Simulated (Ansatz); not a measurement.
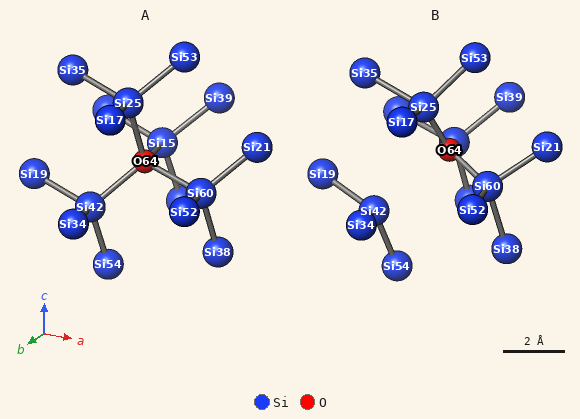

Two geometries of a defect cell of composition Si63O (cell charge +1), drawn at one scale. One is the start of a relaxation, the other its converged end. A ball-and-stick model of the atoms within 4.2 Å of the atom that moves most (axes of the cell of the calculation (origin shifted)), seen from a free direction.

The calculation used DFT, PBEsol, PAW, plane waves (Ansatz). Settings: plane-wave cutoff 420 eV; k-point mesh 1 × 1 × 1; mesh shifted by (0.25, 0.25, 0.25); collinear spin; atoms relaxed in a fixed cell; force threshold 0.03 eV/Å; at most 80 steps.

Which one is relaxed?

Structure B is the relaxed one. The atom that moves furthest is the O atom (0.62 Å along [1 −1 1]). By element the largest moves are O 0.62 Å, Si 0.36 Å. The cell stays as it was. Near-neighbour distances that change, for instance: O–Si 2.332 → 3.185 Å, O–Si 2.397 → 1.901 Å, O–Si 2.349 → 1.949 Å, Si–Si 2.307 → 2.422 Å. Bond angles that change, for instance: Si–Si–Si 111.3° → 102.0°, Si–Si–Si 108.7° → 101.8°, Si–Si–Si 108.6° → 114.2°. After 11 geometry steps the energy has fallen by 1.558 eV per cell of the calculation. Largest force component: 1.1 eV/Å at the start, 0.0049 eV/Å at the end.

Limits of the set-up: the cell is charged, on a uniform background, and energies carry no finite-size correction.
